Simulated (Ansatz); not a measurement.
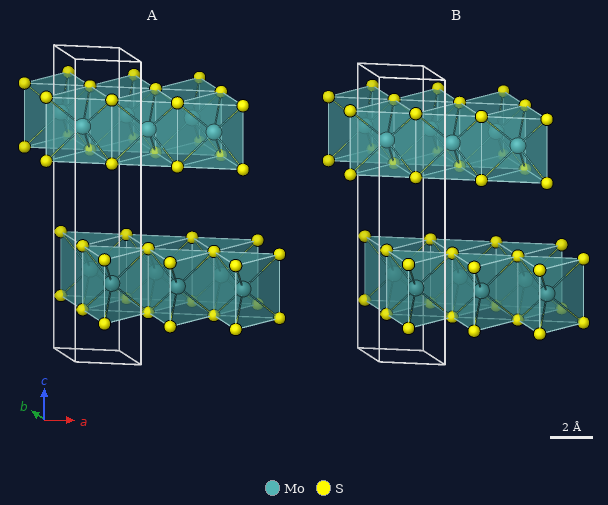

Two geometries of crystalline MoS2 (set up in P6_3/mmc): one is the relaxed structure, the other was perturbed away from it. The picture is a polyhedral view of the cell of the calculation, repeated 3 × 2 × 1 with one cell outlined, seen slightly off an axis.

These are results of Ansatz, DFT PBE, scalar-relativistic, plane waves, PAW, not measurements. Settings: plane-wave cutoff 420 eV; k-point mesh 12 × 12 × 2; occupations gaussian; smearing width 0.02 eV; no spin polarisation.

**Which is the distorted one, and what does the distortion cost?**

Structure B is the perturbed one. Strain along c alone, −6.0 %, is applied. The other axes are held and the atoms relaxed. The energy changes by less than 1 meV per atom. The gap on the k-mesh goes from 1.45 to 1.33 eV. The drawn cell changes as follows: a = b unchanged at 3.185 Å, c 14.808 → 13.920 Å (−6.0 %); the volume changes by −6.0 %. The largest moves relative to the cell, 0.093 Å, are those of S atoms. Mo stays in place. The space group stays P6_3/mmc (No. 194).
